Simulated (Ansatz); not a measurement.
## Electronic structure of HfC in real space

```
Hf C
1.0
     5.04421    0.00000    0.00000
     0.00000    0.00000   -5.04421
     0.00000    5.04421    0.00000
Hf C
4 4
Direct
  0.50000 0.50000 0.00000
  0.00000 0.50000 0.50000
  0.00000 0.00000 0.00000
  0.50000 0.00000 0.50000
  0.25000 0.75000 0.25000
  0.75000 0.75000 0.75000
  0.75000 0.25000 0.25000
  0.25000 0.25000 0.75000
```

Space group F-43m; started from the zincblende prototype, which need not be the ambient phase.

All numbers below come from Ansatz, DFT PBE, scalar-relativistic, plane waves, PAW.

In a PAW calculation such maps are meaningful between the atoms, not at the nuclei.

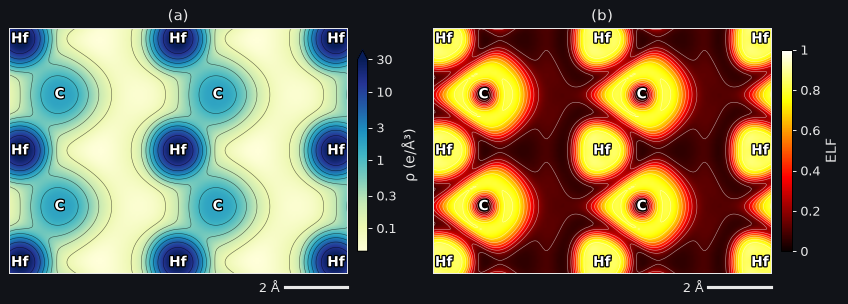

Figure 1. (a) valence pseudo-density; (b) electron localisation function on the (110) plane of the conventional cell.

Read the bonding off the picture.

Answer. The plane passes through Hf and C nuclei. Hf–C (2.18 Å): the density is about 0.68 e/Å³ at the midpoint; the ELF peaks at about 0.80 in the valence shell of C, 0.7 Å from its nucleus, and is about 0.30 at the midpoint (no shared electron pair shows on this line). Between the atoms the lowest density in this plane is 0.05 e/Å³. The features right at Hf lie inside the PAW spheres, where the map follows smoothed inner orbitals and isn't to be read closely.

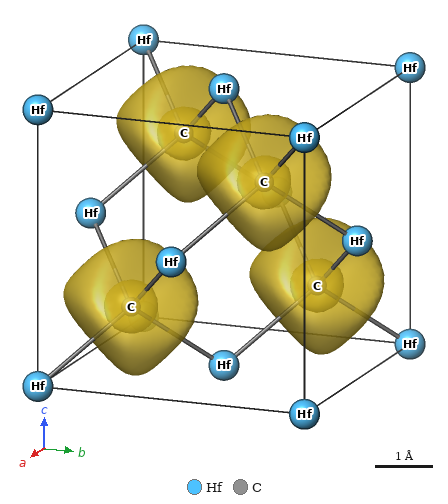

Figure 2. Isosurface of the ELF at 0.65 (yellow), seen slightly off an axis. Core shells and regions of very low density are left out. Sticks mark near contacts.

Describe the localisation domains.

Answer. The surface consists of four regions wrapped around C (the valence shell of each), counted in one cell of 8 atoms. Any copies at cell faces, edges or corners count once.

Which way does charge flow, and how much by Bader's partition?

Answer. Electrons move from Hf towards C. Bader charges: Hf +1.97 and C −1.97 e.

Metal or insulator at this level of theory?

Answer. It is gapped, with a Kohn–Sham gap of 0.29 eV on the k-point mesh (the band edges may lie off the mesh, which would make the gap smaller).
